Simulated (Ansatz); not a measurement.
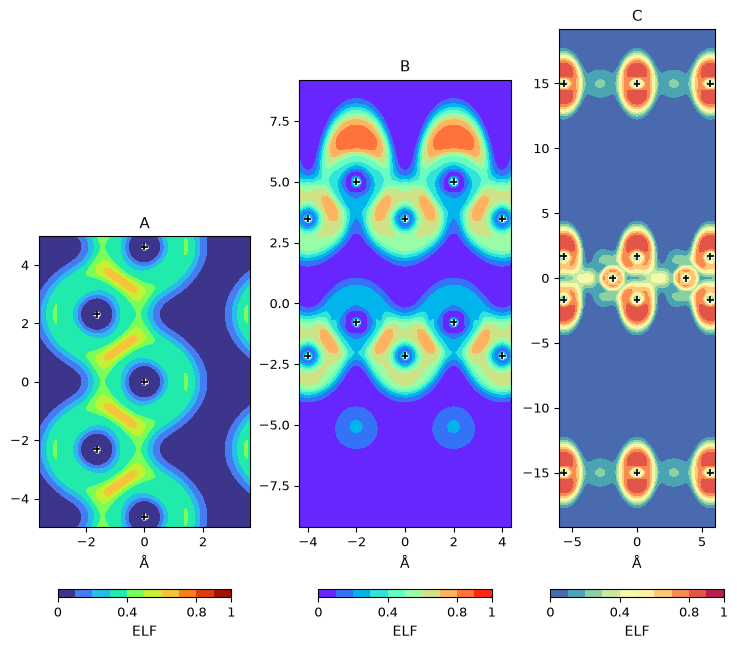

The ELF of 3 systems, each on a plane through atoms (crosses mark nuclei in the plane).

Computed with DFT PBEsol, scalar-relativistic, plane waves, PAW in Ansatz 0.2.0.

System 1: GaAs (slab), the (010) plane of the calculation cell, a cut from vacuum to vacuum. 

```yaml
crystal:
  lattice:
    - [4.00100, 0.00000, 0.00000]
    - [0.00000, 4.00100, 0.00000]
    - [0.00000, 0.00000, 24.90198]
  atoms:
    - { symbol: As, position: [0.00000, 0.50000, 0.30087] }
    - { symbol: Ga, position: [0.50000, 0.50000, 0.35614] }
    - { symbol: As, position: [0.50000, 0.00000, 0.41502] }
    - { symbol: Ga, position: [0.00000, 0.00000, 0.47046] }
    - { symbol: As, position: [0.00000, 0.50000, 0.52835] }
    - { symbol: Ga, position: [0.50000, 0.50000, 0.58444] }
    - { symbol: As, position: [0.50000, 0.00000, 0.64185] }
    - { symbol: Ga, position: [0.00000, 0.00000, 0.70287] }
```

System 2: WSe$_{4}$ (slab), the (110) plane of the calculation cell, a cut from vacuum to vacuum. 

System 3: Sn, the (110) plane of the conventional cell. Space group Fd-3m.

Question: Which map belongs to which system?

Answer: Panel A is system 3, Sn: the plane holds Sn. Sn–Sn (2.83 Å): the ELF peaks at about 0.65 between the atoms. Panel B is system 1, GaAs: the plane holds As and Ga. Ga–As (2.43 Å): the ELF peaks at about 0.75 between the atoms. Panel C is system 2, WSe$_{4}$: the plane holds Se and W. W–Se (2.52 Å): the ELF is about 0.55 at the midpoint.
